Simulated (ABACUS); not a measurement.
La: geometry relaxation (part 1 of 3)

The run: geometry relaxation of La (2 atoms in the cell). Method and program: Kohn-Sham DFT of a periodic cell, PBE with D3(BJ)+ABC, PseudoDojo NC SR 0.4.1 PBE standard, no spin polarisation (ABACUS 3.10.1).

The structure derives from an entry of the Crystallography Open Database. It belongs to a series of runs on one base structure; here: dispersion = D3(BJ)+ABC.

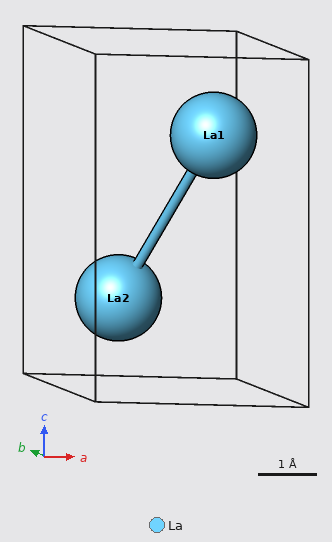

The structure as given in the input (ball-and-stick view of the cell of the calculation, seen slightly off an axis; atoms are numbered from 1 in the order of the input).

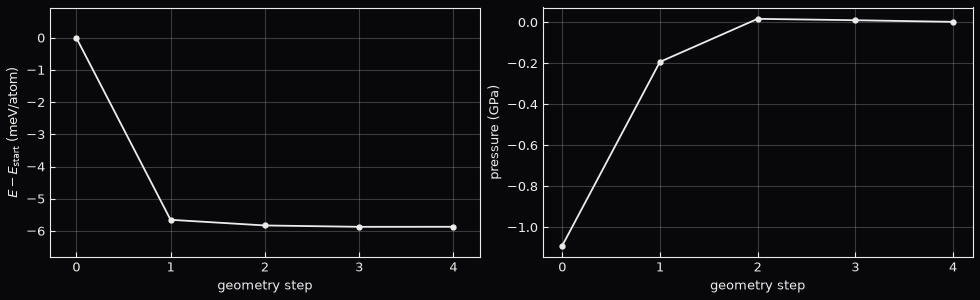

Progress of the relaxation, step by step (steps are counted from 0).

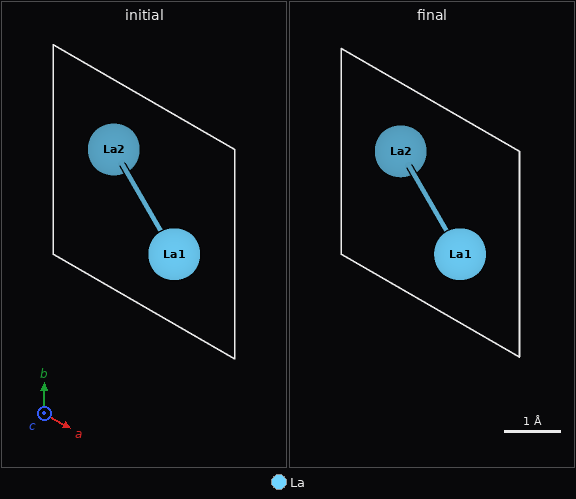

Before (left) and after (right) the relaxation, at one scale (ball-and-stick view of the cell of the calculation, along the c axis). The atoms keep their places relative to the cell (all moves are under 0.005 Å). The drawn cell changes as follows: a = b 3.750 → 3.683 Å (−1.8 %), c 6.070 → 6.009 Å (−1.0 %); the volume changes by −4.5 %. Distances before and after: La1–La1 3.750 → 3.683 Å, La1–La2 3.728 → 3.681 Å. The space group stays P6_3/mmc (No. 194). After 4 geometry steps the energy has fallen by 5.9 meV per atom. All forces vanish by symmetry, so only the cell relaxes. The pressure goes from −1.09 to 0.00 GPa. (Atoms are counted from 1 in the order of the input.)

The input and output of the run follow.

Input file
```
INPUT_PARAMETERS
suffix              La
calculation         cell-relax
basis_type          pw
pseudo_dir          ./
symmetry            1
dft_functional      pbe
ecutwfc             111
pseudo_rcut         7
nspin               1
nbands              15
ks_solver           dav
smearing_method     fd
smearing_sigma      0.00367493
scf_thr             1e-08
scf_nmax            100
mixing_type         broyden
mixing_beta         0.7
cal_force           1
cal_stress          1
vdw_method          d3_bj
vdw_abc             1
relax_nmax          60
force_thr_ev        0.005
relax_method        cg
out_stru            1
stress_thr          0.2
kpar                4
```

File STRU
```
ATOMIC_SPECIES
La 138.9055 La.upf

LATTICE_CONSTANT
1.8897261246

LATTICE_VECTORS
3.7500000000 0.0000000000 0.0000000000
-1.8750000000 3.2475952642 0.0000000000
0.0000000000 0.0000000000 6.0700000000

ATOMIC_POSITIONS
Cartesian

La
0.0
2
1.8750000002 1.0825317546 4.5525000000 1 1 1
-0.0000000002 2.1650635096 1.5175000000 1 1 1
```

File KPT
```
K_POINTS
0
Gamma
6 6 4 0 0 0
```

Command:
```bash
OMP_NUM_THREADS=1 mpirun -np 4 abacus > log
```

Log
```
ABACUS v3.10.1

               Atomic-orbital Based Ab-initio Computation at UStc

 ------------------------------------------------------------------------------------

 READING GENERAL INFORMATION
                           global_out_dir = OUT.La/
                           global_in_card = INPUT
                               pseudo_dir = ./
                              orbital_dir =
                                    DSIZE = 4
                                    GSIZE = 1

 READING UNITCELL INFORMATION
                                    ntype = 1
                  lattice constant (Bohr) = 1.88973
              lattice constant (Angstrom) = 1

 READING ATOM TYPE 1
                               atom label = La
                      L=0, number of zeta = 1
                      L=1, number of zeta = 1
                      L=2, number of zeta = 1
             number of atom for this type = 2

                        TOTAL ATOM NUMBER = 2
CARTESIAN COORDINATES ( UNIT =       1.889726124600 Bohr ).
    atom                   x                   y                   z     mag                  vx                  vy                  vz
tauc_La1            1.8750000002        1.0825317546        4.5525000000  0.0000        0.0000000000        0.0000000000        0.0000000000
tauc_La2           -0.0000000002        2.1650635096        1.5175000000  0.0000        0.0000000000        0.0000000000        0.0000000000

                          Volume (Bohr^3) = 498.86
                             Volume (A^3) = 73.9233

 Lattice vectors: (Cartesian coordinate: in unit of a_0)
                +3.75                  +0                  +0
               -1.875             +3.2476                  +0
                   +0                  +0               +6.07
 Reciprocal vectors: (Cartesian coordinate: in unit of 2 pi/a_0)
            +0.266667            +0.15396                  -0
                   -0            +0.30792                  -0
                   +0                  -0           +0.164745
 The esolver type has been set to : ksdft_pw

                PAO radial cut off (Bohr) = 7

 Read in pseudopotential file is La.upf
                     pseudopotential type = NC
          exchange-correlation functional = PBE
                 nonlocal core correction = 1
                        valence electrons = 11
                                     lmax = 3
                           number of zeta = 4
                     number of projectors = 8
                           L of projector = 0
                           L of projector = 0
                           L of projector = 1
                           L of projector = 1
                           L of projector = 2
                           L of projector = 2
                           L of projector = 3
                           L of projector = 3
     initial pseudo atomic orbital number = 20

 SETUP THE ELECTRONS NUMBER
            electron number of element La = 11
      total electron number of element La = 22
            AUTOSET number of electrons:  = 22
                           occupied bands = 11
                                   NBANDS = 15
                                   NLOCAL = 18

%%%%%%%%%%%%%%%%%%%%%%%%%%%%%%%%%%%%%%%%%%%%%%%%%%%%%%%%%%%%%%%%%%%%%%%%%%%%%%%%%%%%%%%%%%%%%%%%%%%%%%%%%%
 Warning: the number of valence electrons in pseudopotential > 3 for La: [Xe] 5d1 6s2
 Pseudopotentials with additional electrons can yield (more) accurate outcomes, but may be less efficient.
 If you're confident that your chosen pseudopotential is appropriate, you can safely ignore this warning.
%%%%%%%%%%%%%%%%%%%%%%%%%%%%%%%%%%%%%%%%%%%%%%%%%%%%%%%%%%%%%%%%%%%%%%%%%%%%%%%%%%%%%%%%%%%%%%%%%%%%%%%%%%

 SETUP THE PLANE WAVE BASIS
 energy cutoff for charge/potential (unit:Ry) = 444
            fft grid for charge/potential = [ 48, 48, 80 ]
                        fft grid division = [ 1, 1, 1 ]
        big fft grid for charge/potential = [ 48, 48, 80 ]
                                     nbxx = 184320
                                     nrxx = 184320

 SETUP PLANE WAVES FOR CHARGE/POTENTIAL
                    number of plane waves = 78875
                         number of sticks = 1531

 PARALLEL PW FOR CHARGE/POTENTIAL
     PROC   COLUMNS(POT)             PW
        1           1531          78875
 --------------- sum -------------------
        1           1531          78875
                            number of |g| = 3484
                                  max |g| = 40.1613
                                  min |g| = 0

----------- Double Check Mixing Parameters Begin ------------
mixing_type: broyden
mixing_beta: 0.7
mixing_gg0: 1
mixing_gg0_min: 0.1
mixing_ndim: 8
----------- Double Check Mixing Parameters End ------------

 LATTICE VECTORS: (CARTESIAN COORDINATE: IN UNIT OF A0)
                +3.75                  +0                  +0
               -1.875             +3.2476                  +0
                   +0                  +0               +6.07
                       right hand lattice = 1
                                   NORM_A = 3.75
                                   NORM_B = 3.75
                                   NORM_C = 6.07
                           ALPHA (DEGREE) = 90
                           BETA  (DEGREE) = 90
                           GAMMA (DEGREE) = 120

 The lattice vectors have been changed (STRU_SIMPLE.cif)

(for optimal symmetric configuration:)
                             BRAVAIS TYPE = 4
                     BRAVAIS LATTICE NAME = 04. Hexagonal cell
                                    ibrav = 4
                                    IBRAV = 4
                                  BRAVAIS = HEXAGONAL CELL
                       LATTICE CONSTANT A = 3.75
                                C/A RATIO = 1.61867
Original cell was already a primitive cell.
                        ROTATION MATRICES = 24
              PURE POINT GROUP OPERATIONS = 12
                   SPACE GROUP OPERATIONS = 24
                                       C2 = 3
                                       C3 = 2
                                       C4 = 0
                                       C6 = 0
                                       S1 = 3
                                       S3 = 0
                                       S4 = 0
                                       S6 = 2
                              POINT GROUP = D_3d
                                       C2 = 7
                                       C3 = 2
                                       C4 = 0
                                       C6 = 2
                                       S1 = 7
                                       S3 = 2
                                       S4 = 0
                                       S6 = 2
               POINT GROUP IN SPACE GROUP = D_6h

 SETUP K-POINTS
                                    nspin = 1
                   Input type of k points = Monkhorst-Pack(Gamma)
                                   nkstot = 144
                       right hand lattice = 1
(for reciprocal lattice: )
                             BRAVAIS TYPE = 4
                     BRAVAIS LATTICE NAME = 04. Hexagonal cell
                                    ibrav = 4
                       right hand lattice = 1
(for k-lattice: )
                             BRAVAIS TYPE = 4
                     BRAVAIS LATTICE NAME = 04. Hexagonal cell
                                    ibrav = 4
                       right hand lattice = 1
                        ROTATION MATRICES = 24
                               nkstot_ibz = 21
K-POINTS REDUCTION ACCORDING TO SYMMETRY
     IBZ    DIRECT_X    DIRECT_Y    DIRECT_Z  WEIGHT  ibz2bz
       1  0.00000000  0.00000000  0.00000000  0.0069       0
       2 -0.16666667  0.16666667  0.00000000  0.0417       1
       3 -0.33333333  0.33333333  0.00000000  0.0417       2
       4  0.50000000  0.50000000  0.00000000  0.0208       3
       5 -0.16666667  0.33333333  0.00000000  0.0417       7
       6  0.50000000  0.33333333  0.00000000  0.0833       8
       7  0.33333333  0.33333333  0.00000000  0.0139      14
       8  0.00000000  0.00000000  0.25000000  0.0139      36
       9 -0.16666667  0.16666667  0.25000000  0.0833      37
      10 -0.33333333  0.33333333  0.25000000  0.0833      38
      11  0.50000000  0.50000000  0.25000000  0.0417      39
      12 -0.16666667  0.33333333  0.25000000  0.0833      43
      13  0.50000000  0.33333333  0.25000000  0.1667      44
      14  0.33333333  0.33333333  0.25000000  0.0278      50
      15  0.00000000  0.00000000  0.50000000  0.0069      72
      16 -0.16666667  0.16666667  0.50000000  0.0417      73
      17 -0.33333333  0.33333333  0.50000000  0.0417      74
      18  0.50000000  0.50000000  0.50000000  0.0208      75
      19 -0.16666667  0.33333333  0.50000000  0.0417      79
      20  0.50000000  0.33333333  0.50000000  0.0833      80
      21  0.33333333  0.33333333  0.50000000  0.0139      86

                               nkstot now = 21
[... K-POINTS DIRECT COORDINATES: 21 rows ...]

           k-point number in this process = 6
       minimum distributed K point number = 5
[... stars of the k points ...]

[... K-POINTS CARTESIAN COORDINATES: 6 rows ...]

[... K-POINTS DIRECT COORDINATES: 6 rows ...]

 SETUP PLANE WAVES FOR WAVE FUNCTIONS
     energy cutoff for wavefunc (unit:Ry) = 111
              fft grid for wave functions = [ 48, 48, 80 ]
                    number of plane waves = 12551
                         number of sticks = 451

 PARALLEL PW FOR WAVE FUNCTIONS
     PROC   COLUMNS(POT)             PW
        1            451          12551
 --------------- sum -------------------
        1            451          12551

 SETUP NONLOCAL PSEUDOPOTENTIALS IN PLANE WAVE BASIS
 La non-local projectors:
 projector 1 L=0
 projector 2 L=0
 projector 3 L=1
 projector 4 L=1
 projector 5 L=2
 projector 6 L=2
 projector 7 L=3
 projector 8 L=3
      TOTAL NUMBER OF NONLOCAL PROJECTORS = 64

 Init Non-Local PseudoPotential table :
 Init Non-Local-Pseudopotential done.

                                     npwx = 9897

 Make real space PAO into reciprocal space.
       max mesh points in Pseudopotential = 701
     dq(describe PAO in reciprocal space) = 0.01
                                    max q = 2115

 number of pseudo atomic orbitals for La is 4
WARNING: norm of atomic wavefunction # 2 of atomic type La is 0.999998, renormalized
WARNING: norm of atomic wavefunction # 3 of atomic type La is 0.993156, renormalized
WARNING: norm of atomic wavefunction # 4 of atomic type La is 0.96725, renormalized

 -------------------------------------------
 STEP OF RELAXATION : 1
 -------------------------------------------

DFT-D3 Dispersion correction parameters autoset
----------------------------------
 Parameters  Original   Autoset
----------------------------------
         s6    default     1.0000
         s8    default     0.7875
         a1    default     0.4289
         a2    default     4.4407
----------------------------------
XC functional: pbe
                                 init_chg = atomic

 PW ALGORITHM --------------- ION=   1  ELEC=   1--------------------------------

 Notice: Threshold on eigenvalues was too large.
 hsover_error=0.22 > DRHO=0.0214426
 Origin diag ethr = 0.01
 New diag ethr = 9.74664e-05
```
